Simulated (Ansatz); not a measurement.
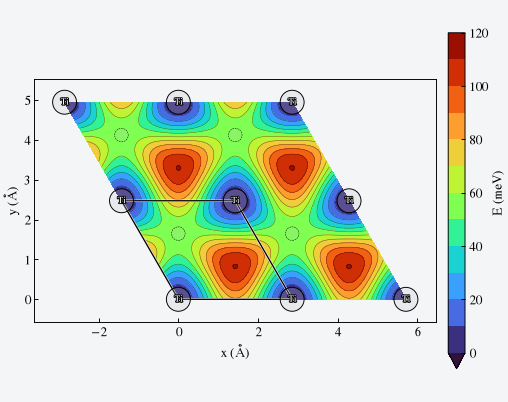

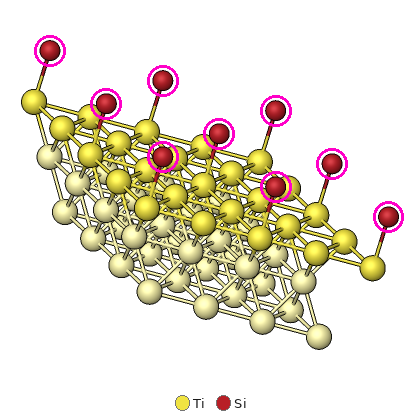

Energy landscape of Si on a Ti(111) slab cut from the Fm-3m phase, its upper half relaxed before the scan (12 atoms of substrate and one adsorbate in a 2 × 2 cell). Si is moved over the surface cell at a fixed height above a rigid substrate; the origin of the map has the adsorbate above Ti9; the height is held at 2.80 Å. Places are given modulo a cell vector. The map is drawn in real space over the plane of the surface. The scan uses a 6 × 6 grid; 10 points were computed and 26 follow by symmetry. Places are given in fractions of the 1 × 1 surface cell. Energies are in meV, from the lowest grid point. The runs have no spin polarisation, so an open-shell adsorbate far from the surface lies too high. At a fixed height the lowest place need not be the adsorption site. Method: Ansatz 0.2.0, DFT PBE+D3(BJ), scalar-relativistic, plane waves, PAW. Settings: cutoff 420 eV, k-mesh 6×6×1, gaussian smearing 0.1 eV, no spin polarisation.

Drawn: filled contours, labelled circles for the atoms of the top layer and small ones for the second layer, the outline of one cell of the 2 × 2 shown. Between grid points the surface is interpolated. The second picture is the structure at the lowest point; rings mark the moved atoms.

Q: Where are the wells?

A: The lowest grid point is at the top site over a surface Ti atom, (0/6, 0/6) of the cell vectors. The highest grid point, a threefold hollow over a third-layer Ti atom, (4/6, 2/6) of the cell vectors, lies 110 meV above the lowest. On the interpolated surface the easiest way out of the lowest well to its copy in the next cell or period passes a barrier of about 54 meV. At the lowest point the adsorbate has 1 Ti at 2.80 Å as nearest neighbours, at the highest 3 Ti at 3.25 Å.

The input of one point:

```yaml
crystal:
  lattice:
    - [5.7099611434, 0.0, 0.0]
    - [-2.8549805717, 4.9449714048, 0.0]
    - [0.0, 0.0, 21.5932633302]
  atoms:
    - { symbol: Ti, position: [0.3333333333, 0.1666666667, 0.1852429593] }
    - { symbol: Ti, position: [0.3333333333, 0.6666666667, 0.1852429593] }
    - { symbol: Ti, position: [0.8333333333, 0.1666666667, 0.1852429593] }
    - { symbol: Ti, position: [0.8333333333, 0.6666666667, 0.1852429593] }
    - { symbol: Ti, position: [0.1666666667, 0.3333333333, 0.2894365806] }
    - { symbol: Ti, position: [0.1666666667, 0.8333333333, 0.2894365806] }
    - { symbol: Ti, position: [0.6666666667, 0.3333333333, 0.2894365806] }
    - { symbol: Ti, position: [0.6666666667, 0.8333333333, 0.2894365806] }
    - { symbol: Ti, position: [0.0, 0.0, 0.3933293083] }
    - { symbol: Ti, position: [0.0, 0.5, 0.3933293083] }
    - { symbol: Ti, position: [0.5, 0.0, 0.3933293083] }
    - { symbol: Ti, position: [0.5, 0.5, 0.3933293083] }
    - { symbol: Si, position: [0.0, 0.0, 0.5229993798] }
basis:
  ecutwfc: 420
kpoints:
  mp_grid: { grid: [6, 6, 1] }
hamiltonian:
  xc: pbe
  pseudopotentials: { kind: paw, azcp: { folder: soft_1 } }
  dispersion: d3bj
scf:
  occupations: { method: gaussian, width: 0.1 }
output:
  forces: true
  eigenvalues: true
efield:
  axis: 3
  dipole_correction: true
  ramp_width: 0.04
```

The whole map (10 points run) took 2.8 min on 2 threads of AMD EPYC 9R45 96-Core Processor (Zen 5) (shared host).
